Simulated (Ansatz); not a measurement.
**SnSe$_{2}$: geometry relaxation**

SnSe$_{2}$ (P-3m1, 3 atoms in the cell), computed with DFT PBE+D3(BJ), scalar-relativistic, plane waves, PAW, no spin polarisation (Ansatz 0.2.0).

The structure derives from an entry of the Crystallography Open Database.

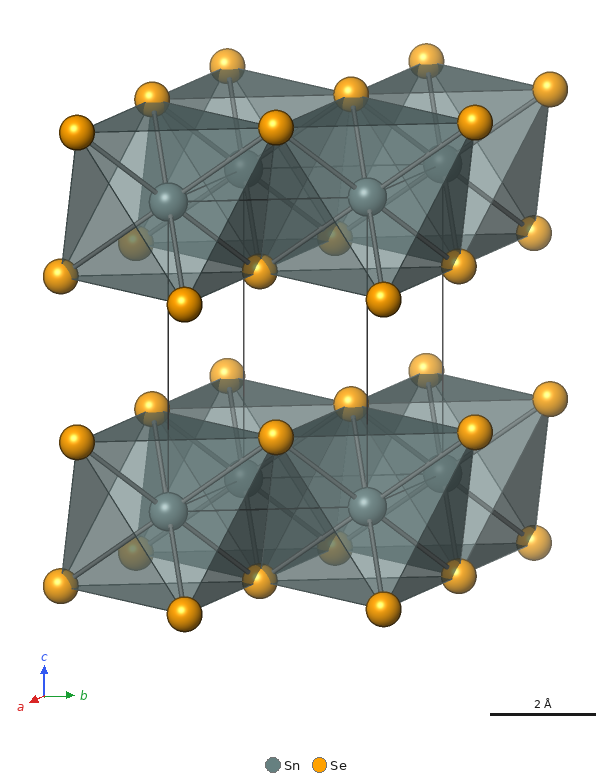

*The input geometry (polyhedral view of the cell of the calculation, seen slightly off an axis; polyhedra are completed across the faces of the cell). An atom can appear more than once, as a periodic image.*

Results in brief:

- outcome: converged
- space group (tolerance 0.01 Å): P-3m1 (164)
- electrons treated: 46
- free energy: −16964.4228 eV
- Fermi energy: 8.585 eV
- gap on the k-point mesh: 0.35 eV
- pressure: 0.01 GPa
- final volume: 76.73 Å³
- largest force (length of the vector) at the end: under 0.001 eV/Å
- final cell: a = 3.839 Å, b = 3.839 Å, c = 6.012 Å, α = 90.00°, β = 90.00°, γ = 120.00°
- hardware: 2 threads of Intel Xeon @ 2.70GHz, 189 GiB of memory available, shared host
- wall time: 14 s (CPU time 26 s)
- peak memory: 0.52 GiB

Input:
```yaml
crystal:
  lattice:
    - [3.8390485965, 0.0, 0.0]
    - [-1.9195242983, 3.324713611, 0.0]
    - [0.0, 0.0, 6.0116311009]
  atoms:
    - { symbol: Sn, position: [0.0, 0.0, 0.0] }
    - { symbol: Se, position: [0.3333333333, 0.6666666667, 0.2651529964] }
    - { symbol: Se, position: [0.6666666667, 0.3333333333, 0.7348470036] }
basis:
  ecutwfc: 420
kpoints:
  mp_grid: { grid: [12, 12, 6] }
hamiltonian:
  xc: pbe
  dispersion: d3bj
scf:
  occupations: { method: gaussian, width: 0.02 }
output:
  forces: true
  stress: true
  eigenvalues: true
  write_density: true
  write_potential: true
  elf: true
  volumetric_format: npy
relax:
  adjacent_minimum: "off"
  f_tol: 0.005
  max_steps: 80
  cell: { stress_tol: 0.05 }
```

Launched with:
```bash
ansatz run input.yaml --threads 2 --pin off --max-ram 5120MiB --backend cpu --events-out ev --progress --plain --runs-dir out
```

The program's output:
```
Engine: ansatz 0.2.0, x86_64-unknown-linux-gnu
Pseudopotentials: kind: paw
Pseudopotential: Sn, paw, valence charge 14, recommended cutoff 420 eV (normal), Sn.paw.azcp
Pseudopotential: Se, paw, valence charge 16, recommended cutoff 420 eV (normal), Se.paw.azcp
Functional definition: PBE
  parameter kappa = 0.804
  parameter beta = 0.06672455060314922
  exchange = pbe_x(kappa = kappa, mu = beta*pi^2/3)
  correlation = pbe_c(beta = beta)
Crystal: 3 atoms, lattice volume = 76.731 Å³
Basis set: ecut = 420 eV, 1485 PW (Γ), exchange–correlation on 54×54×90 points (8 copies of the dense FFT grid, shifted against one another)
Bands: 28, of which v1, the nominal top of the filled ones, is band 23 counted from 1 (22 counted from 0)
Symmetry: 12 space group operations
Space group: P-3m1 (ITA 164), of the structure as read, at distance tolerance 4.2e-5 Å
k-points: 100 of 864
Non-local potential: Sn, projectors of the file, l = 0: 2, l = 1: 2, l = 2: 2, l = 3: 2
Non-local potential: Se, projectors of the file, l = 0: 2, l = 1: 2, l = 2: 3, l = 3: 1
PAW form: soft (Blöchl's): semilocal exchange-correlation on the pseudo side does not see the compensation charge
PAW one-centre angular grid: Sn, 590 points (default); XC on 64 Gauss nodes
PAW one-centre angular grid: Se, 590 points (default); XC on 64 Gauss nodes
Initial density: superposition of atomic densities (neutral atoms: chi_scale 0, normalization atom), corrected by the library's trained network
Initial wavefunctions: pseudopotential atomic-orbital guess
Functional: x = pbe(κ = 0.804, μ = 0.2195149727645171), c = pbe(β = 0.06672455060314922)
SCF iter   1: F=—  HF=-16964.423819 eV  |F-HF|=—  |Δ(HF+E_count)|=         —  Δρ=1.70e-3  dr2=2.83e-3  ethr=1.77e-3  ⟨swp⟩=6.9  Hψ=12670  notcnv=0
preconditioner: auto → Resta (q_TF=auto, 2.505 Å⁻¹)  ε∞=2.8  [insulator: Δε(μ)=0.368 eV  Ē_g=16.018 eV  σ=0.020 eV  W_gap=1.00  n_scr=22 (ndim 8)  ℏωp=21.6 eV  f_vac=0.043  D(μ)=0.00/eV (n_scr^D=0)  ε∞_Penn≈2.8]
SCF iter   2: F=—  HF=-16964.422649 eV  |F-HF|=—  |Δ(HF+E_count)|=   1.17e-3  Δρ=7.52e-4  dr2=3.23e-4  ethr=6.16e-6  ⟨swp⟩=2.2  Hψ=6046  notcnv=0  defer=100
SCF iter   3: F=—  HF=-16964.422729 eV  |F-HF|=—  |Δ(HF+E_count)|=   8.04e-5  Δρ=3.62e-4  dr2=6.68e-5  ethr=7.02e-7  ⟨swp⟩=2.0  Hψ=4995  notcnv=0  defer=100
SCF iter   4: F=—  HF=-16964.422774 eV  |F-HF|=—  |Δ(HF+E_count)|=   4.53e-5  Δρ=9.86e-5  dr2=5.58e-6  ethr=1.45e-7  ⟨swp⟩=2.0  Hψ=3490  notcnv=0  defer=100
SCF iter   5: F=—  HF=-16964.422779 eV  |F-HF|=—  |Δ(HF+E_count)|=   5.07e-6  Δρ=2.13e-5  dr2=4.42e-7  ethr=1.21e-8  ⟨swp⟩=2.1  Hψ=3692  notcnv=0  defer=100
SCF iter   6: F=-16964.422780 eV  HF=-16964.422780 eV  |F-HF|=5.87e-8  |Δ(HF+E_count)|=   5.32e-7  Δρ=6.84e-6  dr2=4.75e-8  ethr=2.17e-10  ⟨swp⟩=12.6  Hψ=22354  notcnv=0
SCF 1 converged in 6 iterations: F = -16964.422780 eV  dr2 = 4.75e-8
  Residual-converged pass: ⟨swp⟩=1.0  Hψ=3201  notcnv=0  max |occ|·‖R‖ = 7.1e-9 eV (tolerance 1.0e-8 eV)  dr2=4.75e-8  dr2_onsite=1.83e-8  max |Δocc| = 1.9e-43
  greatest PAW one-centre occupation: 1.000 electrons in one spin orbital (limit 2), on the Se atom at site 2 (counted from 0), in its partial waves of l = 2
relax step   1: F+E_penalty+E_count = -16964.42277997 eV  Δ(F+E_penalty+E_count) = +0.000e0 eV  max|allowed force component| = 4.132e-4 eV/Å  Δτ_max = 0.0000 Å  P = +0.006 GPa  Ω = 76.731 Å³  (6 SCF iters, dr2 threshold 1.00e-7 eV, accepted)
Initial density: handed on by an earlier stage of this run
Initial wavefunctions: pseudopotential atomic-orbital guess (no wavefunctions were taken with the density)
iter 1 solved again at ethr=1.20e-7 eV; its pass at ethr=3.10e-3 eV (dr2=5.51e-5 eV) is discarded
SCF iter   1: F=—  HF=-16964.422776 eV  |F-HF|=—  |Δ(HF+E_count)|=         —  Δρ=6.86e-6  dr2=4.82e-8  ethr=1.20e-7  ⟨swp⟩=3.1  Hψ=20167  notcnv=0
preconditioner: auto → Resta (q_TF=auto, 2.505 Å⁻¹)  ε∞=2.8  [insulator: Δε(μ)=0.350 eV  Ē_g=16.037 eV  σ=0.020 eV  W_gap=1.00  n_scr=22 (ndim 8)  ℏωp=21.6 eV  f_vac=0.045  D(μ)=0.00/eV (n_scr^D=0)  ε∞_Penn≈2.8]
SCF iter   2: F=—  HF=-16964.422780 eV  |F-HF|=—  |Δ(HF+E_count)|=   4.22e-6  Δρ=4.47e-6  dr2=1.71e-8  ethr=1.05e-10  ⟨swp⟩=2.3  Hψ=5095  notcnv=0
SCF iter   3: F=—  HF=-16964.422780 eV  |F-HF|=—  |Δ(HF+E_count)|=   3.65e-8  Δρ=1.95e-6  dr2=4.38e-9  ethr=3.71e-11  ⟨swp⟩=2.0  Hψ=3545  notcnv=0
SCF iter   4: F=—  HF=-16964.422780 eV  |F-HF|=—  |Δ(HF+E_count)|=   1.15e-8  Δρ=3.44e-7  dr2=7.41e-11  ethr=9.52e-12  ⟨swp⟩=2.0  Hψ=3600  notcnv=0
SCF iter   5: F=-16964.422780 eV  HF=-16964.422780 eV  |F-HF|=1.46e-11  |Δ(HF+E_count)|=  1.86e-10  Δρ=6.91e-8  dr2=7.07e-12  ethr=1.00e-12  ⟨swp⟩=6.0  Hψ=12731  notcnv=0
SCF 2 converged in 5 iterations: F = -16964.422780 eV  dr2 = 7.07e-12
relax step   2: F+E_penalty+E_count = -16964.42278000 eV  Δ(F+E_penalty+E_count) = -3.114e-8 eV  max|allowed force component| = 4.494e-4 eV/Å  Δτ_max = 0.0000 Å  P = +0.006 GPa  Ω = 76.731 Å³  stress off target by 1.42e-2 GPa  SCF on the basis re-selected at this cell (its energy is not comparable with the rows above)  (5 SCF iters)
```

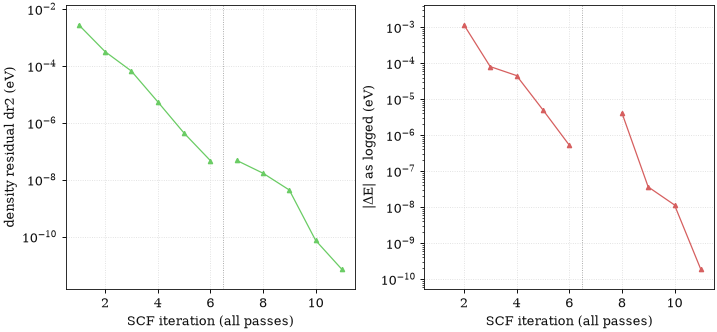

*Convergence of the self-consistent field: density residual dr2 and size of the energy change against the SCF iteration. The dotted lines part the SCF passes of the relaxation: geometry steps, rejected trials and re-solves on a re-selected basis.*

The passes take 6 and 5 iterations.

```
basis re-selected at this cell: Δ(F+E_penalty+E_count) = -3.114e-8 eV, ΔP = -0.000 GPa vs the last step (what re-selecting the basis moved, of the pressure what is left beyond the Pulay correction that the steps carried, after the strain that the cell walked since its last selection, with what the two solves' SCF thresholds leave and, on support functions, any second-order correction that the steps lacked; it is no measure of the basis error at this ecutwfc). This SCF's stress stands 1.42e-2 GPa from its target on what of the cell is left free (relax.cell.stress_tol is 5.00e-2 GPa) and its largest allowed force component is 4.49e-4 eV/Å (relax.f_tol is 5.00e-3 eV/Å): within both
SCF converged after 5 iterations
Free energy (F): -16964.422780 eV
Harris-Foulkes:  -16964.422780 eV  (|F-HF|=1.46e-11)
Internal energy: -16964.422780 eV  (E = F + TS)
E sigma→0 (E₀):  -16964.422780 eV
Fermi energy:    8.585089 eV
--- Per-component energies (eV) ---
  E_band       = -851.939863
  E_kinetic    = 424.413307
  E_local      = -5861.596813  (includes V_loc(G=0)·N_el)
  E_nonlocal   = -1222.348393
  E_hartree    = 3011.741117
  E_xc         = -589.720775
  E_vxc        = -291.168750  (∫ρ·V_xc dr)
  E_paw        = -7963.602564  (= ΣΔE_a)
  E_vpaw       = 75.279809  (= ΣTr[D̂ρ^β])
  E_aug_tail   = -0.001203  (compensation charges beyond the density's cutoff)
  E_ewald      = -4762.215415
  E_disp       = -1.092042  (pairwise vdW)
  E_smearing   = -0.000000  (= −TS)
  E_closure    = -0.000000  (closes the sum)
  Σ components = -16964.422780   (vs F -16964.422780, Δ=0.00e0)
--- Forces (eV/Å), atoms counted from 1 ---
  atom   1  Sn     0.00000000    -0.00000000     0.00000000
  atom   2  Se     0.00000000    -0.00000000    -0.00044944
  atom   3  Se    -0.00000000     0.00000000     0.00044944
  max |Σ_I F_I| component: 4.63e-18 eV/Å
--- Stress (GPa, compression-positive) ---
        0.014206       0.000000       0.000000
        0.000000       0.014206      -0.000000
        0.000000      -0.000000      -0.010890
  P = ⅓ Tr σ = 0.0058 GPa (0.058 kbar)
--- Band table (eV; the first three rows and the last of 100) ---
  k-point 0: bands = ["-38.6021", "-38.6021", "-38.6021", "-38.6021", "-38.5820", "-38.5820", "-38.5812", "-38.5812", "-38.5737", "-38.5735", "-13.0031", "-13.0031", "-12.9697", "-12.9583", "-12.9583", "-5.5465", "-3.8483", "1.9005", "7.6732", "7.6732", "7.8389", "7.8389", "8.2683", "9.0993", "11.3170", "12.8803", "12.8803", "16.4725"]
  k-point 1: bands = ["-38.6021", "-38.6021", "-38.6021", "-38.6021", "-38.5819", "-38.5819", "-38.5813", "-38.5813", "-38.5737", "-38.5735", "-13.0031", "-13.0031", "-12.9696", "-12.9583", "-12.9583", "-5.4895", "-3.9668", "2.1317", "7.4705", "7.6055", "7.6055", "7.9295", "7.9295", "9.7546", "11.3136", "12.7789", "12.7789", "16.4209"]
  k-point 2: bands = ["-38.6021", "-38.6021", "-38.6021", "-38.6021", "-38.5818", "-38.5818", "-38.5814", "-38.5814", "-38.5736", "-38.5735", "-13.0031", "-13.0031", "-12.9695", "-12.9583", "-12.9583", "-5.3473", "-4.2240", "2.6695", "6.4472", "7.5328", "7.5328", "8.0496", "8.0496", "10.4537", "11.2648", "12.5878", "12.5878", "15.9837"]
  k-point 99: bands = ["-38.6018", "-38.6018", "-38.6018", "-38.6018", "-38.5819", "-38.5817", "-38.5817", "-38.5815", "-38.5733", "-38.5733", "-13.0167", "-13.0167", "-12.9586", "-12.9586", "-12.9406", "-3.5578", "-3.5578", "1.0830", "4.0715", "4.0715", "4.5389", "7.9785", "7.9785", "10.5904", "12.5768", "12.5768", "14.0593", "16.5233"]
--- Relaxed structure (1 steps of the walk, 1 accepted, 1 SCFs on fresh bases) ---
  F+E_penalty+E_count = -16964.42278000 eV   max|allowed force component| = 4.494e-4 eV/Å   (the final SCF, on the basis selected at the relaxed cell)
  cell:  # Å, volume = 76.7309 Å³
    - [3.839048596539263, 2.886748369183031e-11, 0.0]
    - [-1.9195242982946314, 3.3247136109515636, 0.0]
    - [0.0, 0.0, 6.0116311009]
  atoms:
    - { symbol: Sn, position: [0.0, 0.0, 0.0] }
    - { symbol: Se, position: [0.3333333333333333, 0.6666666666666665, 0.26515299639999995] }
    - { symbol: Se, position: [0.6666666666666666, 0.33333333333333326, 0.7348470035999998] }
```

Trajectory as extended XYZ (Å, eV, eV/Å), 2 frames, from step=1 to step=2:
```
3
Lattice="3.8390 0.0000 0.0000 -1.9195 3.3247 0.0000 0.0000 0.0000 6.0116" Properties=species:S:1:pos:R:3:forces:R:3 step=1 energy=-16964.42278 pressure_GPa=0.01
Sn    0.0000    0.0000    0.0000    0.0000   0.0000   0.0000
Se    0.0000    2.2165    1.5940    0.0000   0.0000  -0.0004
Se    1.9195    1.1082    4.4176    0.0000   0.0000   0.0004
3
Lattice="3.8390 0.0000 0.0000 -1.9195 3.3247 0.0000 0.0000 0.0000 6.0116" Properties=species:S:1:pos:R:3:forces:R:3 step=2 energy=-16964.42278 pressure_GPa=0.01
Sn    0.0000    0.0000    0.0000    0.0000   0.0000   0.0000
Se    0.0000    2.2165    1.5940    0.0000   0.0000  -0.0004
Se    1.9195    1.1082    4.4176    0.0000   0.0000   0.0004
```

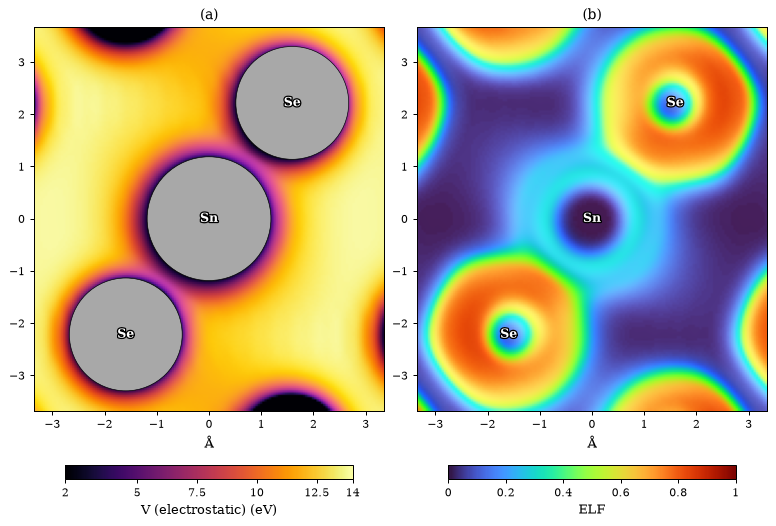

*(a) electrostatic potential energy of an electron; (b) electron localisation function on the (110) plane of the conventional cell. Grey discs, where drawn, cover atomic cores.*

Sn–Se (2.73 Å): the ELF is about 0.60 at the midpoint. Outside the cores the potential energy rises away from the atoms and is highest about 2.6 Å from the nearest atoms; outside the discs it spans about 11 eV, and its zero is arbitrary. The fields are those of the smooth PAW valence density.

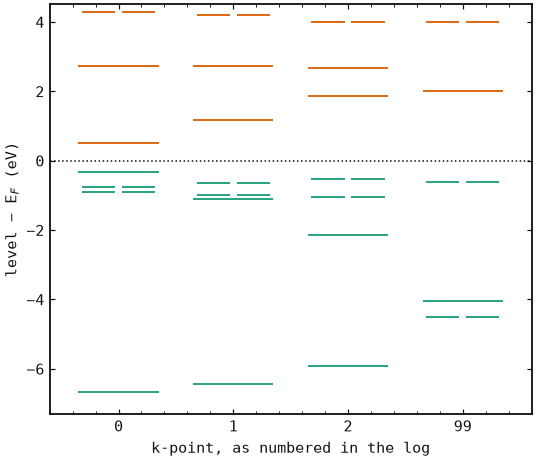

*Kohn–Sham levels near the Fermi level (dotted) at the few k-points that the log prints; levels within 0.02 eV of each other stand side by side.*

Among these points the highest filled and lowest empty levels are 0.83 eV apart; the gap on the full mesh, 0.35 eV, has an edge at a point that isn't printed.
